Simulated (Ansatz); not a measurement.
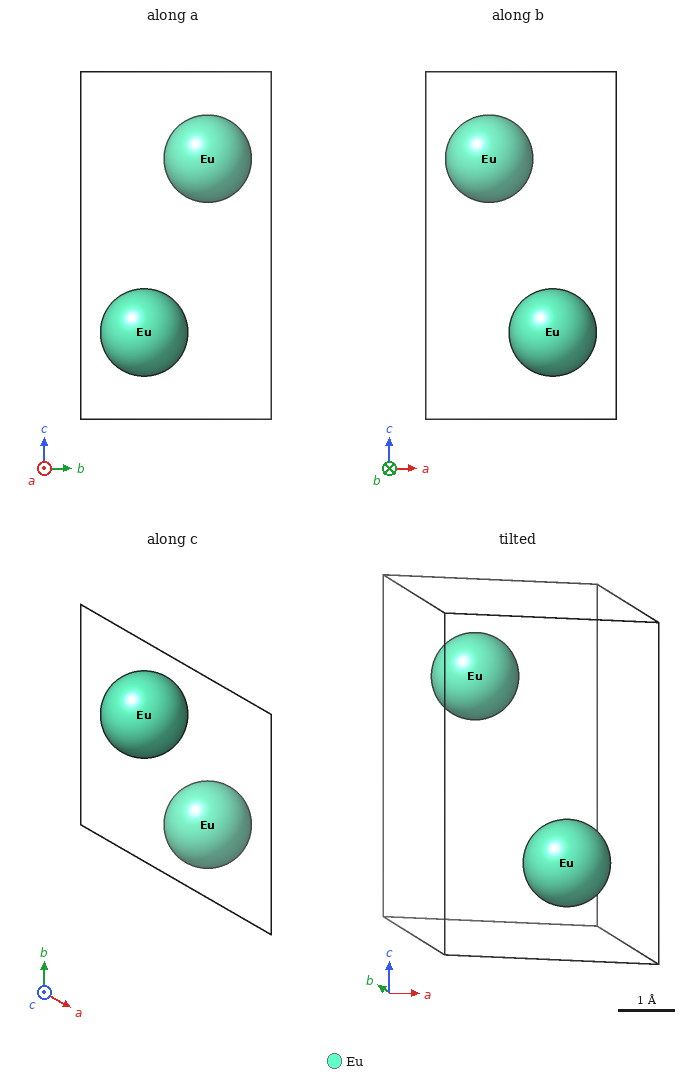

View along the a axis, along the b axis, along the c axis and slightly off an axis, drawn as a spheres-only model. The lines enclose the conventional unit cell; boundary atoms appear with their images.

Lattice parameters: a = 3.981 Å, b = 3.981 Å, c = 6.281 Å, α = 90.00°, β = 90.00°, γ = 120.00°.

Give the structure in the form of a table of Wyckoff sites.

Space group P6_3/mmc (No. 194).
```csv
atom,site,x,y,z
Eu,2d,0.3333,0.6667,0.7500
```

The initial geometry was a structure type filled with this element by a generator (whether the element takes this form wasn't checked). Earlier steps of the study may have refined or changed the cell and positions. An electronic-structure calculation with Ansatz was run on it.
